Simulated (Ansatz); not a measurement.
System: V, space group Fm-3m (No. 225).

Structure:
```
CELL_PARAMETERS angstrom
0.00000 1.89500 1.89500
1.89500 0.00000 1.89500
1.89500 1.89500 0.00000
ATOMIC_POSITIONS crystal
V 0.00000 0.00000 0.00000
```

Calculation (Ansatz 0.2.0): periodic Kohn-Sham DFT of a crystal at fixed atoms, scaled to the stated factor times the given cell; pressure positive in compression. Level: PBE, collinear spin. The state reached is without moments.

```
       setting            value
        method  frozen-core PAW
    relativity           scalar
        k mesh         16×16×16
   occupations      Fermi–Dirac
smearing width          0.05 eV
   wave cutoff           420 eV
       PAW set           soft_2
```

V(given) is 13.61 Å³/atom.

Describe the result: the pressure against V/V(given). The V/V(given) takes the values 0.950, 0.975, 1.000, 1.025, 1.050.

The pressure falls from 14.7 GPa at V/V(given) 0.950 to −4.6 GPa at 1.050, and changes sign near 1.022. The volume at zero pressure from a fit of the pressures is 13.9 Å³/atom. The bulk modulus from that fit is 177 GPa.

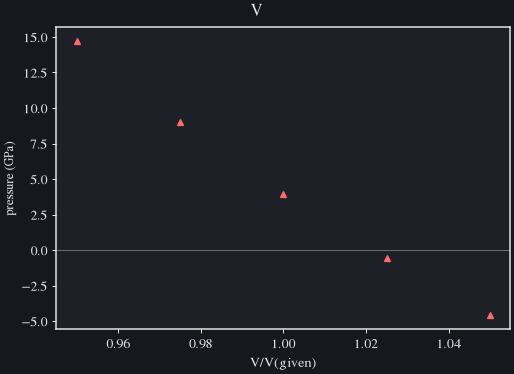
